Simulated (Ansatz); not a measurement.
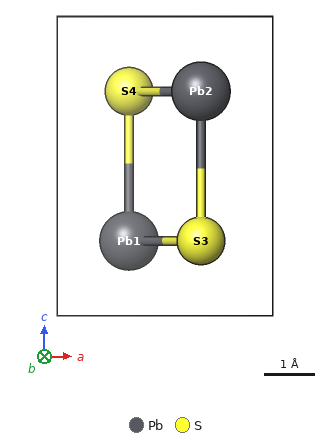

Figure 1. The structure as given in the input (ball-and-stick view of the cell of the calculation, along the b axis; atoms are numbered from 1 in the order of the input). Near neighbours in the crystal (not all of them lie inside the picture): Pb has 5 S at 2.89 to 3.00 Å; S has 5 Pb at 2.89 to 3.00 Å.

**Single-point calculation, with input and output: PbS (part 1 of 2)**

The run: single-point calculation of PbS (4 atoms in the cell). Method and program: independent-particle optics of PBE with spin-orbit coupling bands, plane waves, PAW (Ansatz 0.2.0).

The structure was built on a prototype by a generator. The geometry comes from this level: r2SCAN. Figures and captions count atoms from 1; the log counts them from 0 in places.

What the program printed
```
scf.n_extra_bands = 32 over 40 filled bands (N_el = 40.0): the run solves 72 bands
Engine: ansatz 0.2.0, x86_64-unknown-linux-gnu
Pseudopotentials: kind: paw_fr
Pseudopotential: Pb, paw_fr, valence charge 14, recommended cutoff 420 eV (normal), Pb.paw.azcp#standard-fr
Pseudopotential: S, paw_fr, valence charge 6, recommended cutoff 420 eV (normal), S.paw.azcp#standard-fr
Functional definition: PBE
  parameter kappa = 0.804
  parameter beta = 0.06672455060314922
  exchange = pbe_x(kappa = kappa, mu = beta*pi^2/3)
  correlation = pbe_c(beta = beta)
non-collinear run that drives no moment, with spin-orbit: no starting moment large enough to seed its density (crystal.atoms[].spin), no starting occupations that ask for one, no magnetisation constraint and no magnetic field, so the semilocal B_xc is pinned to zero
Crystal: 4 atoms, lattice volume = 129.689 Å³
Basis set: ecut = 420 eV, 2523 PW (Γ)
Bands: 72, of which v1, the nominal top of the filled ones, is band 40 counted from 1 (39 counted from 0)
Symmetry: 24 space group operations + 24 with time reversal
Magnetic group: BNS 194.264 (UNI 1494), of the structure as read, at distance tolerance 5.1e-5 Å
k-points: 21 of 144
Projection manifold: j_resolved (fully-relativistic pseudo-atomic orbitals)
Non-local potential: Pb, projectors of the file, l = 0: 2, l = 1: 4, l = 2: 4, l = 3: 4
Non-local potential: S, projectors of the file, l = 0: 2, l = 1: 4, l = 2: 4
PAW form: soft (Blöchl's): semilocal exchange-correlation on the pseudo side does not see the compensation charge
PAW one-centre angular grid: Pb, 590 points (default); XC on 96 Gauss nodes
PAW one-centre angular grid: S, 110 points (default); XC on 64 Gauss nodes
Initial density: superposition of atomic densities (chi_scale 0.1, normalization cell, long waves kept (reshape's long-wave potential 0.00 eV rms))
Initial wavefunctions: pseudopotential atomic-orbital guess
Functional: x = pbe(κ = 0.804, μ = 0.2195149727645171), c = pbe(β = 0.06672455060314922)
SCF iter   1: F=—  HF=-25696.462924 eV  |F-HF|=—  |Δ(HF+E_count)|=         —  Δρ=2.88e-2  dr2=2.60e0  dr2_m=0.00e0 (ungated)  ethr=3.10e-3  |M|=0.00e0 ∫|m|=0.00e0 μB  |m|>n=0.0e0 m-floor=0.0e0 τ_xc=0.0e0  β_m=0.30  ⟨swp⟩=5.0  Hψ=2809  notcnv=0  defer=578
preconditioner: auto → Resta (q_TF=auto, 2.243 Å⁻¹)  ε∞=2.3  [insulator: Δε(μ)=1.306 eV  Ē_g=18.168 eV  n_scr=22 (ndim 8)  ℏωp=20.6 eV  f_vac=0.070  ε∞_Penn≈2.3]
spin=Noncollinear: Resta preconditioning applied to the charge; magnetization (m_x, m_y, m_z) channels mix plain (no charge-response kernel on spin).
SCF iter   2: F=—  HF=-25695.906482 eV  |F-HF|=—  |Δ(HF+E_count)|=   5.56e-1  Δρ=1.47e-2  dr2=6.24e-1  dr2_m=0.00e0 (ungated)  ethr=3.10e-3  |M|=0.00e0 ∫|m|=0.00e0 μB  |m|>n=0.0e0 m-floor=0.0e0 τ_xc=0.0e0  β_m=0.43  ⟨swp⟩=2.0  Hψ=949  notcnv=0  defer=586
SCF iter   3: F=—  HF=-25695.787341 eV  |F-HF|=—  |Δ(HF+E_count)|=   1.19e-1  Δρ=5.96e-3  dr2=5.03e-2  dr2_m=0.00e0 (ungated)  ethr=1.56e-3  |M|=0.00e0 ∫|m|=0.00e0 μB  |m|>n=0.0e0 m-floor=0.0e0 τ_xc=0.0e0  β_m=0.72  ⟨swp⟩=2.0  Hψ=640  notcnv=0  defer=586
SCF iter   4: F=—  HF=-25695.797930 eV  |F-HF|=—  |Δ(HF+E_count)|=   1.06e-2  Δρ=8.49e-4  dr2=2.38e-3  dr2_m=0.00e0 (ungated)  ethr=1.26e-4  |M|=0.00e0 ∫|m|=0.00e0 μB  |m|>n=0.0e0 m-floor=0.0e0 τ_xc=0.0e0  β_m=0.86  ⟨swp⟩=2.9  Hψ=1106  notcnv=0  defer=588
SCF iter   5: F=—  HF=-25695.799368 eV  |F-HF|=—  |Δ(HF+E_count)|=   1.44e-3  Δρ=2.73e-4  dr2=1.63e-4  dr2_m=0.00e0 (ungated)  ethr=5.95e-6  |M|=0.00e0 ∫|m|=0.00e0 μB  |m|>n=0.0e0 m-floor=0.0e0 τ_xc=0.0e0  β_m=0.93  ⟨swp⟩=2.8  Hψ=742  notcnv=0  defer=588
SCF iter   6: F=—  HF=-25695.799620 eV  |F-HF|=—  |Δ(HF+E_count)|=   2.52e-4  Δρ=8.16e-5  dr2=1.09e-5  dr2_m=0.00e0 (ungated)  ethr=4.08e-7  |M|=0.00e0 ∫|m|=0.00e0 μB  |m|>n=0.0e0 m-floor=0.0e0 τ_xc=0.0e0  β_m=0.91  ⟨swp⟩=2.9  Hψ=948  notcnv=0  defer=588
SCF iter   7: F=—  HF=-25695.799663 eV  |F-HF|=—  |Δ(HF+E_count)|=   4.24e-5  Δρ=1.41e-5  dr2=2.39e-7  dr2_m=0.00e0 (ungated)  ethr=2.71e-8  |M|=0.00e0 ∫|m|=0.00e0 μB  |m|>n=0.0e0 m-floor=0.0e0 τ_xc=0.0e0  β_m=0.96  ⟨swp⟩=2.0  Hψ=900  notcnv=0  defer=584
SCF iter   8: F=—  HF=-25695.799623 eV  |F-HF|=—  |Δ(HF+E_count)|=   4.00e-5  Δρ=2.06e-6  dr2=7.38e-9  dr2_m=0.00e0 (ungated)  ethr=5.98e-10  |M|=0.00e0 ∫|m|=0.00e0 μB  |m|>n=0.0e0 m-floor=0.0e0 τ_xc=0.0e0  β_m=0.98  ⟨swp⟩=3.3  Hψ=1044  notcnv=0  defer=580
SCF iter   9: F=—  HF=-25695.799623 eV  |F-HF|=—  |Δ(HF+E_count)|=   3.57e-8  Δρ=2.53e-7  dr2=8.93e-11  dr2_m=0.00e0 (ungated)  ethr=1.85e-11  |M|=0.00e0 ∫|m|=0.00e0 μB  |m|>n=0.0e0 m-floor=0.0e0 τ_xc=0.0e0  β_m=0.99  ⟨swp⟩=2.2  Hψ=737  notcnv=0  defer=580
SCF iter  10: F=—  HF=-25695.799623 eV  |F-HF|=—  |Δ(HF+E_count)|=  6.04e-10  Δρ=1.17e-7  dr2=1.36e-11  dr2_m=0.00e0 (ungated)  ethr=1.00e-12  |M|=0.00e0 ∫|m|=0.00e0 μB  |m|>n=0.0e0 m-floor=0.0e0 τ_xc=0.0e0  β_m=0.99  ⟨swp⟩=16.7  Hψ=5919  notcnv=0
SCF iter  11: F=-25695.799623 eV  HF=-25695.799623 eV  |F-HF|=1.09e-11  |Δ(HF+E_count)|=    0.00e0  Δρ=2.67e-8  dr2=6.63e-13  dr2_m=0.00e0 (ungated)  ethr=1.00e-12  |M|=0.00e0 ∫|m|=0.00e0 μB  |m|>n=0.0e0 m-floor=0.0e0 τ_xc=0.0e0  ⟨swp⟩=2.1  Hψ=1262  notcnv=0
SCF 1 converged in 11 iterations: F = -25695.799623 eV  dr2 = 6.63e-13
  greatest PAW one-centre occupation: 0.980 electrons in one spin orbital (limit 2), on the Pb atom at site 1 (counted from 0), in its partial waves of l = 2
```

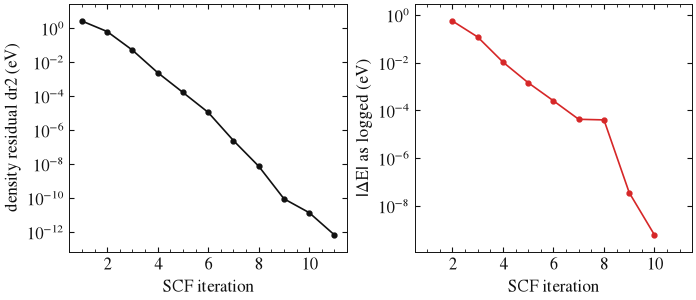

Figure 2. Convergence of the self-consistent field: density residual dr2 and size of the energy change against the SCF iteration. The residual falls at every step.

```
Optics k sum: 0 of 21 k-points
Optics k sum: 2 of 21 k-points
Optics k sum: 3 of 21 k-points
Optics k sum: 4 of 21 k-points
Optics k sum: 5 of 21 k-points
Optics k sum: 6 of 21 k-points
Optics k sum: 7 of 21 k-points
Optics k sum: 8 of 21 k-points
Optics k sum: 9 of 21 k-points
Optics k sum: 10 of 21 k-points
Optics k sum: 11 of 21 k-points
Optics k sum: 12 of 21 k-points
Optics k sum: 13 of 21 k-points
Optics k sum: 14 of 21 k-points
Optics k sum: 15 of 21 k-points
Optics k sum: 16 of 21 k-points
Optics k sum: 17 of 21 k-points
Optics k sum: 18 of 21 k-points
Optics k sum: 19 of 21 k-points
Optics k sum: 20 of 21 k-points
Optics k sum: 21 of 21 k-points
Optics k sum: 0 of 21 k-points
Optics k sum: 2 of 21 k-points
Optics k sum: 3 of 21 k-points
Optics k sum: 4 of 21 k-points
Optics k sum: 5 of 21 k-points
Optics k sum: 6 of 21 k-points
Optics k sum: 7 of 21 k-points
Optics k sum: 8 of 21 k-points
Optics k sum: 9 of 21 k-points
Optics k sum: 10 of 21 k-points
Optics k sum: 11 of 21 k-points
Optics k sum: 12 of 21 k-points
Optics k sum: 13 of 21 k-points
Optics k sum: 14 of 21 k-points
Optics k sum: 15 of 21 k-points
Optics k sum: 16 of 21 k-points
Optics k sum: 17 of 21 k-points
Optics k sum: 18 of 21 k-points
Optics k sum: 19 of 21 k-points
Optics k sum: 20 of 21 k-points
Optics k sum: 21 of 21 k-points
SCF converged after 11 iterations
Magnetization: |M| = 0.0000 μB,  M = (+0.0000, +0.0000, +0.0000) μB
Absolute magnetization: 0.0000 μB (∫|m|)
  site 0: m = (+0.0000, +0.0000, +0.0000) μB, |m| = 0.0000 μB  (R = 1.19 Å)
  site 1: m = (+0.0000, +0.0000, +0.0000) μB, |m| = 0.0000 μB  (R = 1.19 Å)
  site 2: m = (+0.0000, +0.0000, +0.0000) μB, |m| = 0.0000 μB  (R = 1.19 Å)
  site 3: m = (+0.0000, +0.0000, +0.0000) μB, |m| = 0.0000 μB  (R = 1.19 Å)
Free energy (F): -25695.799623 eV
Harris-Foulkes:  -25695.799623 eV  (|F-HF|=1.09e-11)
Internal energy: -25695.799623 eV  (E = F + TS)
E sigma→0 (E₀):  -25695.799623 eV
Fermi energy:    5.809730 eV
--- Per-component energies (eV) ---
  E_band       = -204.091120
  E_kinetic    = 787.076556
  E_local      = -3003.047459  (includes V_loc(G=0)·N_el)
  E_nonlocal   = 758.181726
  E_hartree    = 1182.693736
  E_xc         = -636.054531
  E_vxc        = -439.699049  (∫ρ·V_xc dr)
  E_paw        = -22085.971862  (= ΣΔE_a)
  E_vpaw       = -671.990502  (= ΣTr[D̂ρ^β])
  E_aug_tail   = 0.000097  (compensation charges beyond the density's cutoff)
  E_ewald      = -2698.677884
  E_smearing   = -0.000000  (= −TS)
  E_closure    = 0.000000  (closes the sum)
  Σ components = -25695.799623   (vs F -25695.799623, Δ=0.00e0)
--- Band table (eV; the first three rows and the last of 21) ---
  k-point 0: bands = ["-12.2441", "-12.2441", "-12.2440", "-12.2440", "-12.2359", "-12.2359", "-12.2351", "-12.2351", "-9.7514", "-9.7514", "-9.6837", "-9.6837", "-9.6832", "-9.6832", "-9.6797", "-9.6797", "-9.6628", "-9.6628", "-9.6325", "-9.6325", "-7.2015", "-7.2015", "-5.7698", "-5.7698", "-1.0249", "-1.0249", "-0.0442", "-0.0442", "1.1931", "1.1931", "2.5979", "2.5979", "2.8722", "2.8722", "3.6552", "3.6552", "3.9296", "3.9296", "3.9667", "3.9667", "7.0873", "7.0873", "8.2784", "8.2784", "8.5200", "8.5200", "9.5628", "9.5628", "10.9234", "10.9234", "11.2296", "11.2296", "11.3906", "11.3906", "12.4668", "12.4668", "12.5470", "12.5470", "14.3009", "14.3009", "14.3345", "14.3345", "14.3809", "14.3809", "15.4299", "15.4299", "16.2481", "16.2481", "18.2113", "18.2113", "18.4987", "18.4987"]
  k-point 1: bands = ["-12.2430", "-12.2430", "-12.2407", "-12.2407", "-12.2372", "-12.2372", "-12.2344", "-12.2344", "-9.7349", "-9.7349", "-9.6900", "-9.6900", "-9.6803", "-9.6803", "-9.6730", "-9.6730", "-9.6602", "-9.6602", "-9.6397", "-9.6397", "-7.0438", "-7.0438", "-6.0382", "-6.0382", "-1.2406", "-1.2406", "-0.5047", "-0.5047", "2.2667", "2.2667", "2.8236", "2.8236", "3.0282", "3.0282", "3.5869", "3.5869", "3.7856", "3.7856", "4.6279", "4.6279", "7.0105", "7.0105", "8.1194", "8.1194", "8.2479", "8.2479", "9.1362", "9.1362", "9.3359", "9.3359", "10.3051", "10.3051", "11.2721", "11.2721", "13.1711", "13.1711", "13.2715", "13.2715", "13.4789", "13.4789", "15.0489", "15.0489", "15.1630", "15.1630", "17.0379", "17.0379", "17.1636", "17.1636", "17.2042", "17.2042", "17.5455", "17.5455"]
  k-point 2: bands = ["-12.2402", "-12.2402", "-12.2402", "-12.2402", "-12.2355", "-12.2355", "-12.2355", "-12.2355", "-9.7059", "-9.7059", "-9.7059", "-9.7059", "-9.6690", "-9.6690", "-9.6690", "-9.6690", "-9.6566", "-9.6566", "-9.6566", "-9.6566", "-6.5961", "-6.5961", "-6.5961", "-6.5961", "-1.1112", "-1.1112", "-1.1112", "-1.1112", "3.1350", "3.1350", "3.1350", "3.1350", "3.4109", "3.4109", "3.4109", "3.4109", "4.4654", "4.4654", "4.4654", "4.4654", "7.2587", "7.2587", "7.2587", "7.2587", "8.4988", "8.4988", "8.4988", "8.4988", "8.6980", "8.6980", "8.6980", "8.6980", "12.0933", "12.0933", "12.0933", "12.0933", "14.8592", "14.8592", "14.8592", "14.8592", "14.9536", "14.9536", "14.9536", "14.9536", "16.8823", "16.8823", "16.8823", "16.8823", "17.2015", "17.2015", "17.2015", "17.2015"]
  k-point 20: bands = ["-12.2495", "-12.2495", "-12.2410", "-12.2410", "-12.2311", "-12.2311", "-12.2232", "-12.2232", "-9.7260", "-9.7260", "-9.6806", "-9.6806", "-9.6779", "-9.6779", "-9.6692", "-9.6692", "-9.6573", "-9.6573", "-9.6457", "-9.6457", "-6.1378", "-6.1378", "-6.1184", "-6.1184", "-2.4994", "-2.4994", "-2.4937", "-2.4937", "2.0529", "2.0529", "2.3628", "2.3628", "4.3303", "4.3303", "4.3505", "4.3505", "5.7716", "5.7716", "5.8097", "5.8097", "6.5240", "6.5240", "7.1442", "7.1442", "8.4988", "8.4988", "8.9345", "8.9345", "9.8556", "9.8556", "9.9719", "9.9719", "12.2954", "12.2954", "12.8029", "12.8029", "14.0703", "14.0703", "14.4548", "14.4548", "15.4340", "15.4340", "15.4620", "15.4620", "16.9093", "16.9093", "17.1045", "17.1045", "17.2459", "17.2459", "17.3004", "17.3004"]
```
